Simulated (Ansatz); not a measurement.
System: Sn, space group Im-3m (No. 229).

Starting cell:
```xyz
1
Lattice="-1.8947 1.8947 1.8947 1.8947 -1.8947 1.8947 1.8947 1.8947 -1.8947" Properties=species:S:1:pos:R:3 pbc="T T T"
Sn    0.0000    0.0000    0.0000
```

How it was computed, with Ansatz 0.2.0: homogeneous strain of a crystal along one Voigt pattern with engineering shear, fractional coordinates fixed, by plane-wave density functional theory with PAW datasets, free energies less that of the undisturbed cell; scalar-relativistic. Level: PBEsol, no spin polarisation.

- wave cutoff: 420 eV
- k mesh: 18×18×18
- occupations: Gaussian
- smearing width: 0.15 eV
- k shift: (0, 0, 0) (mesh steps)
- start: as given
- strain pattern: (0, 0, 0, 0, 0, 1) (xx yy zz yz xz xy with engineering shear)

The points at strain −0.03, −0.01, 0.02 and 0.04 follow from computed ones by symmetry.

Describe the result: the energy change against strain. The strain takes the values −0.040, −0.030, −0.020, −0.010, 0.000, 0.005, 0.010, 0.015, 0.020, 0.025, 0.030, 0.035, 0.040.

The energy change is 1.30 meV/atom at strain −0.040 and 1.30 meV/atom at 0.040; the lowest computed point is at strain 0.000 (0.00 meV/atom), and no other minimum shows. The slope of stress against strain at the start, which at zero pressure is the clamped-ion constant C66, is 6 GPa. The second derivative of tensile stress is 20 GPa. The tensile stress at start is 0 GPa.

```tsv
strain	energy change (meV/atom)
-0.040	1.30
-0.030	0.58
-0.020	0.20
-0.010	0.04
0.000	0.00
0.005	0.01
0.010	0.04
0.015	0.10
0.020	0.20
0.025	0.35
0.030	0.58
0.035	0.89
0.040	1.30
```

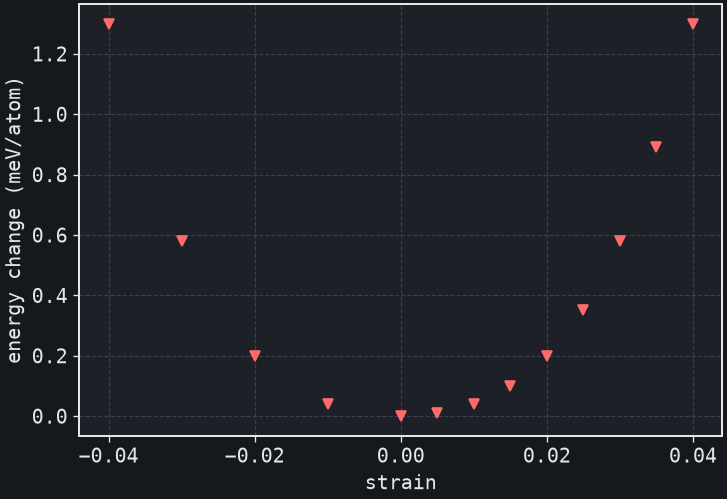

Caveats: reference crystal is not relaxed.
